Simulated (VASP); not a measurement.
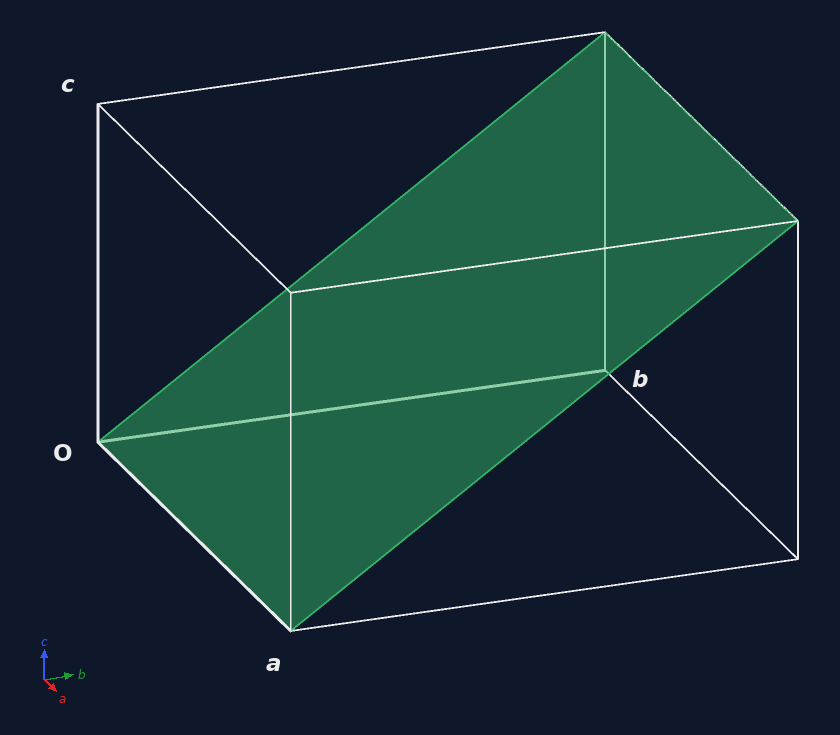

Every member of one family of equally spaced planes, hx + ky + lz = a whole number, that cuts the unit cell is shaded (one member passes through the origin O). Crystal: SnO2, the end point of a relaxation with VASP Kohn-Sham DFT of a periodic cell, PBE, VASP PAW PBE potentials, materialsproject (VASP 6.6.1). All values are computed from the atomic coordinates in the standard setting (tolerance 0.002 Å).

a = 4.830 Å, b = 4.830 Å, c = 3.243 Å, α = 90.00°, β = 90.00°, γ = 90.00°.

> What are the Miller indices?

(0 1 −1); the opposite sign names the same planes. The member next to the origin meets the axes a never, b at 1, c at −1.

> What is the spacing?

d = 2.693 Å.

> The space group is No. 136, P4_2/mnm. How many reflections hkl are equivalent to this one (itself included), and does it occur?

8 reflections are equivalent in the Laue class 4/mmm. The space group allows the reflection.
